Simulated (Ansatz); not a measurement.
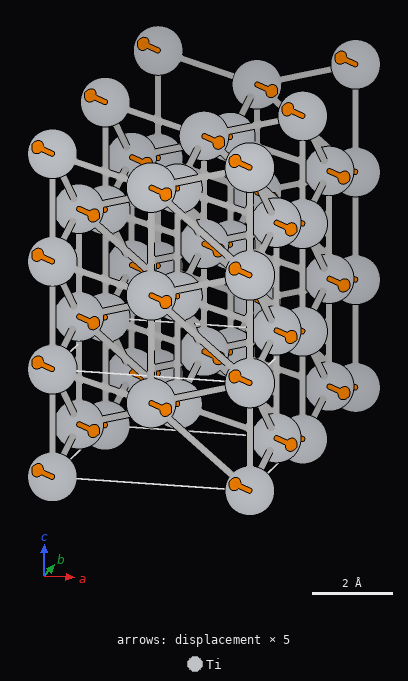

A relaxation of solid Ti (a generated structure, set up in I4_1/amd). The starting structure is drawn; orange arrows show the displacements (the part carried along by the change of the cell is left out), magnified 5 times.

A ball-and-stick model of the conventional cell (2 times the calculation's cell), repeated 1 × 2 × 3 with one cell outlined, seen slightly off an axis. Lengths and directions refer to the drawn axes.

Phase: beta-Sn type.

Theory: Ansatz, DFT, r2SCAN, plane waves (500 eV) with PAW, scalar-relativistic.

Input
```yaml
crystal:
  lattice:
    - [-2.5702241168, 2.5702241168, 1.4033423678]
    - [2.5702241168, -2.5702241168, 1.4033423678]
    - [2.5702241168, 2.5702241168, -1.4033423678]
  atoms:
    - { symbol: Ti, position: [0.0, 0.0, 0.0] }
    - { symbol: Ti, position: [0.75, 0.25, 0.5] }
hamiltonian:
  xc: r2scan
  pseudopotentials:
    kind: paw
    azcp:
      Ti: "pseudopotentials/Ti.paw.azcp"
basis:
  ecutwfc: 500
  fft_grid_basis: typed
kpoints:
  mp_grid: { grid: [13, 13, 9], shift: [0, 0, 0] }
magnetization:
  spin_polarized: false
scf:
  occupations: { method: fermi_dirac, width: 0.1 }
relax:
  max_steps: 60
  f_tol: 0.01
  cell: {}
```

Launched with:
```bash
ansatz run input.yaml --threads 1 --pin off --max-ram 3584MiB --backend cpu --events-out ev --progress --plain --runs-dir out
```

Describe the change and its energy.

The energy falls by 481 meV per atom in 20 accepted moves (23 points after the start). The largest force component goes from 0.00017 to under 0.0001 eV/Å. Pressure: −6.20 GPa at the start and 0.00 GPa at the end. The SCF was repeated 3 times at an unchanged geometry on a basis and grid sized afresh for the cell, which shifted the energy by 21.6 meV per atom at most. The largest moves relative to the cell, 0.21 Å, are those of Ti1 and Ti2. Ti2 goes along [1 −1 0]. The volume changes by −6.6 %, with a = b 5.140 → 5.492 Å (+6.8 %), c 2.807 → 2.936 Å (+4.6 %), α 90.0° → 74.5°, β 90.0° → 74.5°, γ 90.0° → 55.2°. Near-neighbour distances that change, for instance: Ti1–Ti1 3.896 → 2.936 Å, Ti1–Ti2 3.322 → 2.874 Å, Ti1–Ti2 (another image) 2.664 → 2.874 Å, Ti1–Ti1 (another image) 2.807 → 2.936 Å. New bonds form: Ti1–Ti1 (3.90 → 2.94 Å), Ti2–Ti2 (3.90 → 2.94 Å). The space group (tolerance 0.01 Å) goes from I4_1/amd (No. 141) to P6_3/mmc (No. 194).
